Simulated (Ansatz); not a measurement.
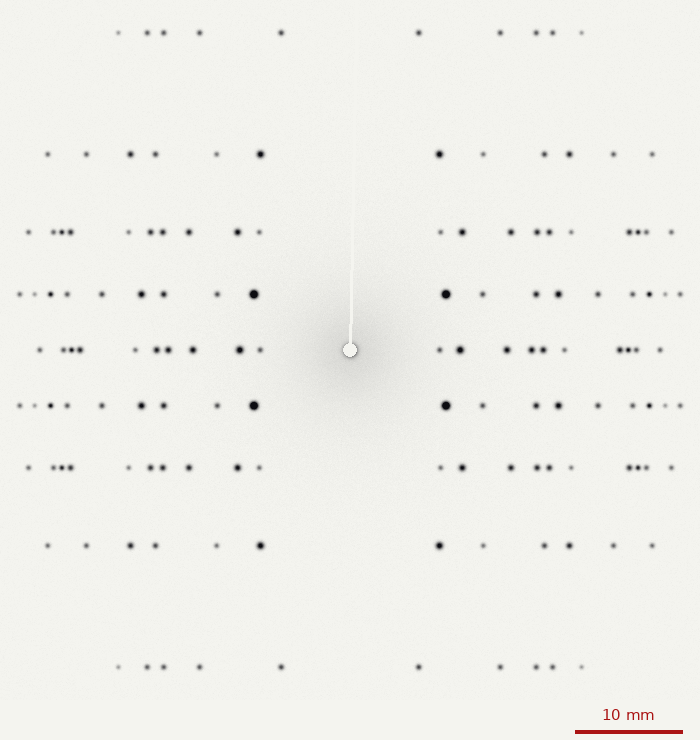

Simulated X-ray rotation photograph: Mo Kα radiation (λ = 0.7107 Å), cylindrical film of radius 28.65 mm unrolled, rotation axis vertical and normal to the beam, kinematic intensities without Lorentz or polarisation factors, the film spanning ±63° about the beam; spots down to d = 0.68 Å.

Question: What lattice repeat along the rotation axis do the layer lines give?

Answer: The first layer line lies 5.3 mm from the equator, so tan ν = 0.183, sin ν = 0.180 and the period is λ/sin ν = 3.94 Å. Further lines follow at 11.1, 18.4, 29.8 mm.

The crystal is Co, space group P6/mmm (No. 191), a = 3.941 Å, c = 2.417 Å (hexagonal axes). Structure: coordinates from a relaxation with DFT, RPBE, plane waves (420 eV) with PAW, scalar-relativistic in Ansatz; the starting structure was generated, so it need not be a known form of this composition.

Question: About which axis was it rotated?

Answer: About [100] (or an equivalent direction), whose length in the conventional cell is 3.941 Å.
